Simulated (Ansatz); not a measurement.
Al$_{4}$Ga$_{5}$N$_{9}$: geometry relaxation (part 2 of 2)

The same run, continued: Al$_{4}$Ga$_{5}$N$_{9}$ (P3m1, 18 atoms in the cell); DFT r2SCAN, scalar-relativistic, plane waves, PAW, no spin polarisation (Ansatz 0.2.0); cutoff 500 eV, 12×12×2 k-mesh, Gaussian smearing of 0.02 eV. The structure derives from a Materials Project entry. It belongs to a series of runs on one base structure; here: superlattice of 4 and 5 planes along [1 1 1].

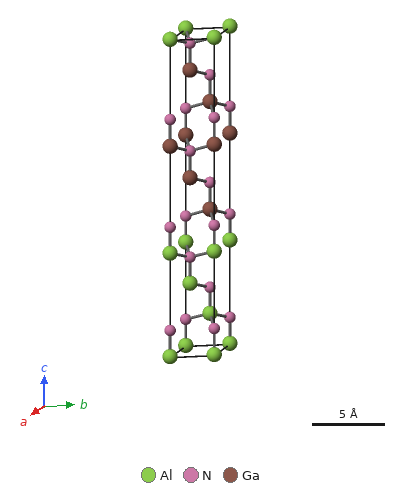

*The geometry at step 3 of the log (ball-and-stick view of the cell of the calculation, seen slightly off an axis).*

## Output, continued
```
  k-point 0: bands = ["-8.1970", "-7.9995", "-7.8058", "-7.5469", "-7.5219", "-7.2807", "-7.1142", "-6.5991", "-6.0356", "-5.2639", "-5.2639", "-5.1976", "-5.1976", "-5.1902", "-5.1571", "-5.1571", "-5.1202", "-5.1202", "-5.0744", "-5.0744", "-5.0463", "-4.9444", "-4.9444", "-4.8662", "-4.8662", "-4.8313", "-4.8313", "-4.8010", "-4.8010", "-4.7772", "-4.7724", "-4.7724", "-4.3574", "-3.9423", "1.5643", "2.0763", "3.1400", "3.3112", "5.0796", "5.2276", "7.0540", "7.2227", "7.2307", "7.2307", "7.3610", "7.3610", "7.5261", "7.5261", "7.6903", "7.6903", "7.8349", "7.8349", "8.0178", "8.0178", "8.2551", "8.2551", "8.3788", "8.4929", "8.4929", "8.6831", "8.6831", "11.3503", "12.2874", "12.7233", "13.6371", "13.7253", "14.1897", "14.4448", "15.0613", "15.4553", "18.1143", "18.1718", "18.2721", "18.5283", "18.9073", "19.0790", "19.4989", "19.4989", "19.6358"]
  k-point 1: bands = ["-8.1955", "-8.0103", "-7.7525", "-7.6680", "-7.4025", "-7.3288", "-7.1085", "-6.5991", "-6.0356", "-5.2639", "-5.2639", "-5.1976", "-5.1976", "-5.1893", "-5.1571", "-5.1571", "-5.1202", "-5.1202", "-5.0744", "-5.0744", "-5.0502", "-4.9444", "-4.9444", "-4.8662", "-4.8662", "-4.8313", "-4.8313", "-4.8010", "-4.8010", "-4.7724", "-4.7724", "-4.7702", "-4.3639", "-3.9397", "1.5207", "2.3128", "2.6046", "4.0456", "4.2483", "6.0632", "6.2944", "7.2307", "7.2307", "7.3611", "7.3611", "7.5254", "7.5254", "7.6919", "7.6919", "7.7308", "7.8328", "7.8328", "8.0191", "8.0191", "8.2241", "8.2545", "8.2545", "8.4931", "8.4931", "8.6831", "8.6831", "11.4263", "12.0815", "13.1009", "13.2110", "13.9828", "14.1225", "14.4431", "15.0608", "15.4555", "18.1162", "18.1715", "18.2570", "18.6430", "18.6965", "19.3004", "19.4907", "19.4975", "19.4975"]
  k-point 2: bands = ["-8.1254", "-7.9324", "-7.7361", "-7.4848", "-7.4689", "-7.2489", "-7.0600", "-6.5440", "-5.9854", "-5.2512", "-5.2482", "-5.1912", "-5.1847", "-5.1711", "-5.1454", "-5.1434", "-5.1125", "-5.1058", "-5.0706", "-5.0593", "-5.0246", "-4.9505", "-4.9454", "-4.8787", "-4.8673", "-4.8440", "-4.8316", "-4.8167", "-4.8011", "-4.7874", "-4.7710", "-4.7117", "-4.3024", "-3.8887", "1.6638", "2.1736", "3.1980", "3.3674", "5.0426", "5.1904", "6.7663", "6.8579", "6.9500", "7.0454", "7.1098", "7.2602", "7.2714", "7.3920", "7.4582", "7.4633", "7.5820", "7.6501", "7.7000", "7.8855", "7.8986", "8.0786", "8.1542", "8.2514", "8.3531", "8.4106", "8.6128", "11.8546", "12.6424", "13.0919", "13.9410", "14.0557", "14.6069", "14.7575", "15.3289", "15.7660", "17.5617", "17.7476", "17.9915", "18.0772", "18.6252", "18.7614", "19.4308", "19.5674", "19.7322"]
  k-point 37: bands = ["-7.1191", "-7.0740", "-7.0416", "-7.0143", "-6.7710", "-6.1027", "-5.4199", "-5.3859", "-5.3491", "-5.1618", "-5.0969", "-5.0851", "-5.0477", "-5.0462", "-5.0006", "-4.9998", "-4.9664", "-4.9531", "-4.9506", "-4.9379", "-4.9042", "-4.8737", "-4.8734", "-4.8542", "-4.8305", "-4.8108", "-4.8002", "-4.7997", "-4.4401", "-3.3089", "-3.2809", "-3.2173", "-3.1853", "-3.1532", "2.4737", "2.5240", "2.5763", "2.6251", "2.6562", "3.2667", "3.3489", "3.3785", "3.4538", "4.2299", "4.2914", "4.3292", "4.3607", "4.3771", "4.4613", "4.8419", "4.8480", "4.9749", "6.1558", "6.1910", "6.1936", "6.5536", "6.5979", "6.6241", "6.6516", "6.6706", "6.6933", "14.6639", "14.7120", "14.7397", "14.9066", "14.9153", "15.0760", "15.4721", "15.4765", "15.5559", "17.0525", "17.0718", "17.2436", "17.3682", "17.3699", "18.6810", "18.6876", "18.7158", "18.9503"]
--- Relaxed structure (4 steps of the walk, 4 accepted, 1 SCFs on fresh bases) ---
  F+E_penalty+E_count = -24595.49999725 eV   max|allowed force component| = 5.228e-3 eV/Å   (the final SCF, on the basis selected at the relaxed cell)
  cell:  # Å, volume = 197.1966 Å³
    - [3.140413061822968, -2.88691327364145e-11, 5.542810653607664e-33]
    - [-1.5702065308864823, 2.7196774899295955, -1.7513596744495675e-33]
    - [4.0731173526476185e-32, 8.65537437437619e-33, 23.08847904721497]
  atoms:
    - { symbol: Al, position: [6.470129300220566e-34, 1.8098173979691084e-34, 0.0037316284374365326] }
    - { symbol: N, position: [1.0028024953817667e-33, 1.2196595507696288e-33, 0.0857777312819099] }
    - { symbol: Al, position: [0.3333333333333333, 0.6666666666666666, 0.11245387478994774] }
    - { symbol: N, position: [0.3333333333333333, 0.6666666666666666, 0.19446533613993125] }
    - { symbol: Al, position: [0.6666666666666667, 0.33333333333333337, 0.22114636721346587] }
    - { symbol: N, position: [0.6666666666666667, 0.33333333333333337, 0.30317120731982833] }
    - { symbol: Al, position: [1.0, -1.0491066134584684e-33, 0.3296485533274612] }
    - { symbol: N, position: [-5.551115123125783e-17, 1.0, 0.411198970416135] }
    - { symbol: Ga, position: [0.3333333333333333, 0.6666666666666666, 0.4405069764679175] }
    - { symbol: N, position: [0.3333333333333333, 0.6666666666666666, 0.5247317754591546] }
    - { symbol: Ga, position: [0.6666666666666667, 0.33333333333333337, 0.5535100463732979] }
    - { symbol: N, position: [0.6666666666666667, 0.33333333333333337, 0.6378009063170778] }
    - { symbol: Ga, position: [1.0, -2.121450259360536e-33, 0.6665986087428786] }
    - { symbol: N, position: [-8.570117303295927e-34, -1.5186728599864129e-33, 0.7508917373626952] }
    - { symbol: Ga, position: [0.3333333333333333, 0.6666666666666666, 0.7796802039959709] }
    - { symbol: N, position: [0.3333333333333333, 0.6666666666666666, 0.8639486254861249] }
    - { symbol: Ga, position: [0.6666666666666667, 0.33333333333333337, 0.8929561285722282] }
    - { symbol: N, position: [0.6666666666666667, 0.33333333333333337, 0.9777813222965366] }
--- Löwdin populations: 18 sites ---
  site symbol       q [e]
     0     Al      1.8730
     1      N      6.0500
     2     Al      1.8851
     3      N      6.0491
     4     Al      1.8850
     5      N      6.0507
     6     Al      1.8662
     7      N      5.8494
     8     Ga     12.1926
     9      N      5.7739
    10     Ga     12.1845
    11      N      5.7751
    12     Ga     12.1851
    13      N      5.7751
    14     Ga     12.1850
    15      N      5.7737
    16     Ga     12.2031
    17      N      5.9798
  spilling = 0.003799 (of n_electrons = 122.000000)
```

## File populations.tsv
```
# site	symbol	l	j	q
# orbitals = lowdin
# n_electrons = 122.000000
# spilling = 0.003799
0	Al	0_3S	-	0.551218
0	Al	1_3P	-	1.321758
1	N	0_2S	-	1.410800
1	N	1_2P	-	4.639218
2	Al	0_3S	-	0.551091
2	Al	1_3P	-	1.333961
3	N	0_2S	-	1.410119
3	N	1_2P	-	4.638951
4	Al	0_3S	-	0.551066
4	Al	1_3P	-	1.333906
5	N	0_2S	-	1.409404
5	N	1_2P	-	4.641327
6	Al	0_3S	-	0.550507
6	Al	1_3P	-	1.315653
7	N	0_2S	-	1.406530
7	N	1_2P	-	4.442917
8	Ga	0_4S	-	0.789256
8	Ga	1_4P	-	1.424897
8	Ga	2_3D	-	9.978426
9	N	0_2S	-	1.406689
9	N	1_2P	-	4.367258
10	Ga	0_4S	-	0.791413
10	Ga	1_4P	-	1.414877
10	Ga	2_3D	-	9.978226
11	N	0_2S	-	1.407796
11	N	1_2P	-	4.367335
12	Ga	0_4S	-	0.791459
12	Ga	1_4P	-	1.415446
12	Ga	2_3D	-	9.978225
13	N	0_2S	-	1.407767
13	N	1_2P	-	4.367305
14	Ga	0_4S	-	0.791413
14	Ga	1_4P	-	1.415359
14	Ga	2_3D	-	9.978215
15	N	0_2S	-	1.408527
15	N	1_2P	-	4.365212
16	Ga	0_4S	-	0.792311
16	Ga	1_4P	-	1.432329
16	Ga	2_3D	-	9.978488
17	N	0_2S	-	1.413036
17	N	1_2P	-	4.566775
```

## Trajectory as extended XYZ (Å, eV, eV/Å), 5 frames, from step=1 to step=5
```
18
Lattice="3.1402 0.0000 0.0000 -1.5701 2.7195 0.0000 0.0000 0.0000 23.0758" Properties=species:S:1:pos:R:3:forces:R:3 step=1 energy=-24595.37692 pressure_GPa=0.39
Al    0.0000    0.0000    0.0000    0.0000   0.0000  -0.0752
N     0.0000    0.0000    1.9230    0.0000   0.0000   0.0065
Al    0.0000    1.8130    2.5640    0.0000   0.0000  -0.0045
N     0.0000    1.8130    4.4870    0.0000   0.0000   0.0017
Al    1.5701    0.9065    5.1280    0.0000   0.0000   0.0003
N     1.5701    0.9065    7.0509    0.0000   0.0000   0.0448
Al    3.1402    0.0000    7.6919    0.0000   0.0000   0.0005
N    -1.5701    2.7195    9.6149    0.0000   0.0000  -1.0054
Ga    0.0000    1.8130   10.2559    0.0000   0.0000   0.0422
N     0.0000    1.8130   12.1789    0.0000   0.0000  -0.0074
Ga    1.5701    0.9065   12.8199    0.0000   0.0000  -0.0052
N     1.5701    0.9065   14.7429    0.0000   0.0000   0.0003
Ga    3.1402    0.0000   15.3839    0.0000   0.0000  -0.0005
N     0.0000    0.0000   17.3069    0.0000   0.0000   0.0009
Ga    0.0000    1.8130   17.9479    0.0000   0.0000  -0.0013
N     0.0000    1.8130   19.8709    0.0000   0.0000  -0.0470
Ga    1.5701    0.9065   20.5118    0.0000   0.0000   0.0093
N     1.5701    0.9065   22.4348    0.0000   0.0000   1.0398
18
Lattice="3.1418 0.0000 0.0000 -1.5709 2.7208 0.0000 0.0000 0.0000 23.0793" Properties=species:S:1:pos:R:3:forces:R:3 step=2 energy=-24595.48794 pressure_GPa=-0.08
Al    0.0000    0.0000    0.0633    0.0000   0.0000   0.0736
N     0.0000    0.0000    1.9695    0.0000   0.0000  -0.1782
Al    0.0000    1.8139    2.5821    0.0000   0.0000   0.1861
N     0.0000    1.8139    4.4885    0.0000   0.0000  -0.1864
Al    1.5709    0.9069    5.1013    0.0000   0.0000   0.1837
N     1.5709    0.9069    7.0076    0.0000   0.0000  -0.1566
Al    3.1418    0.0000    7.6174    0.0000   0.0000   0.2728
N    -1.5709    2.7208    9.5210    0.0000   0.0000  -0.3905
Ga    0.0000    1.8139   10.1877    0.0000   0.0000  -0.0258
N     0.0000    1.8139   12.1252    0.0000   0.0000   0.0984
Ga    1.5709    0.9069   12.7886    0.0000   0.0000  -0.1143
N     1.5709    0.9069   14.7262    0.0000   0.0000   0.1080
Ga    3.1418    0.0000   15.3895    0.0000   0.0000  -0.1092
N     0.0000    0.0000   17.3271    0.0000   0.0000   0.1128
Ga    0.0000    1.8139   17.9905    0.0000   0.0000  -0.1050
N     0.0000    1.8139   19.9283    0.0000   0.0000   0.0794
Ga    1.5709    0.9069   20.5950    0.0000   0.0000  -0.2067
N     1.5709    0.9069   22.5353    0.0000   0.0000   0.3584
18
Lattice="3.1398 0.0000 0.0000 -1.5699 2.7191 0.0000 0.0000 0.0000 23.1007" Properties=species:S:1:pos:R:3:forces:R:3 step=3 energy=-24595.49941 pressure_GPa=-0.03
Al    0.0000    0.0000    0.0847    0.0000   0.0000   0.0292
N     0.0000    0.0000    1.9814    0.0000   0.0000  -0.0532
Al    0.0000    1.8127    2.5960    0.0000   0.0000   0.0611
N     0.0000    1.8127    4.4924    0.0000   0.0000  -0.0575
Al    1.5699    0.9064    5.1074    0.0000   0.0000   0.0543
N     1.5699    0.9064    7.0040    0.0000   0.0000  -0.0618
Al    3.1398    0.0000    7.6137    0.0000   0.0000   0.0816
N    -1.5699    2.7191    9.5004    0.0000   0.0000  -0.0545
Ga    0.0000    1.8127   10.1770    0.0000   0.0000  -0.0015
N     0.0000    1.8127   12.1214    0.0000   0.0000   0.0284
Ga    1.5699    0.9064   12.7880    0.0000   0.0000  -0.0367
N     1.5699    0.9064   14.7333    0.0000   0.0000   0.0357
Ga    3.1398    0.0000   15.4004    0.0000   0.0000  -0.0368
N     0.0000    0.0000   17.3457    0.0000   0.0000   0.0367
Ga    0.0000    1.8127   18.0125    0.0000   0.0000  -0.0324
N     0.0000    1.8127   19.9575    0.0000   0.0000   0.0387
Ga    1.5699    0.9064   20.6299    0.0000   0.0000  -0.0758
N     1.5699    0.9064   22.5853    0.0000   0.0000   0.0446
18
Lattice="3.1404 0.0000 0.0000 -1.5702 2.7197 0.0000 0.0000 0.0000 23.0885" Properties=species:S:1:pos:R:3:forces:R:3 step=4 energy=-24595.49994 pressure_GPa=-0.00
Al    0.0000    0.0000    0.0862    0.0000   0.0000   0.0034
N     0.0000    0.0000    1.9805    0.0000   0.0000  -0.0036
Al    0.0000    1.8131    2.5964    0.0000   0.0000   0.0041
N     0.0000    1.8131    4.4899    0.0000   0.0000  -0.0042
Al    1.5702    0.9066    5.1059    0.0000   0.0000   0.0051
N     1.5702    0.9066    6.9998    0.0000   0.0000  -0.0045
Al    3.1404    0.0000    7.6111    0.0000   0.0000   0.0003
N    -1.5702    2.7197    9.4940    0.0000   0.0000   0.0035
Ga    0.0000    1.8131   10.1706    0.0000   0.0000   0.0023
N     0.0000    1.8131   12.1153    0.0000   0.0000  -0.0005
Ga    1.5702    0.9066   12.7797    0.0000   0.0000  -0.0012
N     1.5702    0.9066   14.7259    0.0000   0.0000   0.0018
Ga    3.1404    0.0000   15.3907    0.0000   0.0000  -0.0018
N     0.0000    0.0000   17.3369    0.0000   0.0000   0.0014
Ga    0.0000    1.8131   18.0016    0.0000   0.0000  -0.0021
N     0.0000    1.8131   19.9473    0.0000   0.0000   0.0036
Ga    1.5702    0.9066   20.6170    0.0000   0.0000  -0.0034
N     1.5702    0.9066   22.5755    0.0000   0.0000  -0.0037
18
Lattice="3.1404 0.0000 0.0000 -1.5702 2.7197 0.0000 0.0000 0.0000 23.0885" Properties=species:S:1:pos:R:3:forces:R:3 step=5 energy=-24595.50000 pressure_GPa=-0.00
Al    0.0000    0.0000    0.0862    0.0000   0.0000   0.0034
N     0.0000    0.0000    1.9805    0.0000   0.0000  -0.0036
Al    0.0000    1.8131    2.5964    0.0000   0.0000   0.0042
N     0.0000    1.8131    4.4899    0.0000   0.0000  -0.0043
Al    1.5702    0.9066    5.1059    0.0000   0.0000   0.0052
N     1.5702    0.9066    6.9998    0.0000   0.0000  -0.0045
Al    3.1404    0.0000    7.6111    0.0000   0.0000   0.0003
N    -1.5702    2.7197    9.4940    0.0000   0.0000   0.0035
Ga    0.0000    1.8131   10.1706    0.0000   0.0000   0.0023
N     0.0000    1.8131   12.1153    0.0000   0.0000  -0.0005
Ga    1.5702    0.9066   12.7797    0.0000   0.0000  -0.0013
N     1.5702    0.9066   14.7259    0.0000   0.0000   0.0018
Ga    3.1404    0.0000   15.3907    0.0000   0.0000  -0.0019
N     0.0000    0.0000   17.3369    0.0000   0.0000   0.0014
Ga    0.0000    1.8131   18.0016    0.0000   0.0000  -0.0023
N     0.0000    1.8131   19.9473    0.0000   0.0000   0.0036
Ga    1.5702    0.9066   20.6170    0.0000   0.0000  -0.0035
N     1.5702    0.9066   22.5755    0.0000   0.0000  -0.0037
```

The run was set up as follows.

## The input
```yaml
crystal:
  lattice:
    - [3.1402225049, 0.0, 0.0]
    - [-1.5701112524, 2.7195124628, 0.0]
    - [0.0, 0.0, 23.0758284474]
  atoms:
    - { symbol: Al, position: [0.0, 0.0, 0.0] }
    - { symbol: "N", position: [0.0, 0.0, 0.0833333333] }
    - { symbol: Al, position: [0.3333333333, 0.6666666667, 0.1111111111] }
    - { symbol: "N", position: [0.3333333333, 0.6666666667, 0.1944444444] }
    - { symbol: Al, position: [0.6666666667, 0.3333333333, 0.2222222222] }
    - { symbol: "N", position: [0.6666666667, 0.3333333333, 0.3055555556] }
    - { symbol: Al, position: [1.0, 0.0, 0.3333333333] }
    - { symbol: "N", position: [0.0, 1.0, 0.4166666667] }
    - { symbol: Ga, position: [0.3333333333, 0.6666666667, 0.4444444444] }
    - { symbol: "N", position: [0.3333333333, 0.6666666667, 0.5277777778] }
    - { symbol: Ga, position: [0.6666666667, 0.3333333333, 0.5555555556] }
    - { symbol: "N", position: [0.6666666667, 0.3333333333, 0.6388888889] }
    - { symbol: Ga, position: [1.0, 0.0, 0.6666666667] }
    - { symbol: "N", position: [0.0, 0.0, 0.75] }
    - { symbol: Ga, position: [0.3333333333, 0.6666666667, 0.7777777778] }
    - { symbol: "N", position: [0.3333333333, 0.6666666667, 0.8611111111] }
    - { symbol: Ga, position: [0.6666666667, 0.3333333333, 0.8888888889] }
    - { symbol: "N", position: [0.6666666667, 0.3333333333, 0.9722222222] }
basis:
  ecutwfc: 500
kpoints:
  mp_grid: { grid: [12, 12, 2] }
hamiltonian:
  xc: r2scan
scf:
  occupations: { method: gaussian, width: 0.02 }
output:
  forces: true
  stress: true
  eigenvalues: true
  populations: true
relax:
  adjacent_minimum: "off"
  f_tol: 0.01
  max_steps: 45
  cell: { stress_tol: 0.05 }
```

Launch command:
```bash
ansatz run input.yaml --threads 2 --pin off --max-ram 5120MiB --backend cpu --events-out ev --progress --plain --runs-dir out
```

## Summary

```json
{"quantity": "outcome", "value": "converged"}
{"quantity": "space group (tolerance 0.01 Å)", "value": "P3m1 (156)"}
{"quantity": "electrons treated", "value": "122"}
{"quantity": "free energy", "value": "−24595.5000 eV"}
{"quantity": "Fermi energy", "value": "10.017 eV"}
{"quantity": "gap on the k-point mesh", "value": "2.67 eV"}
{"quantity": "pressure", "value": "0.00 GPa"}
{"quantity": "final volume", "value": "197.20 Å³"}
{"quantity": "largest force (length of the vector) at the end", "value": "0.005 eV/Å"}
{"quantity": "final cell", "value": "a = 3.140 Å, b = 3.140 Å, c = 23.088 Å, α = 90.00°, β = 90.00°, γ = 120.00°"}
{"quantity": "hardware", "value": "2 threads of Intel Xeon Gold (Sapphire Rapids), 64 GiB of memory available, shared host"}
{"quantity": "wall time", "value": "2.8 min (CPU time 5.5 min)"}
{"quantity": "peak memory", "value": "1.2 GiB"}
```
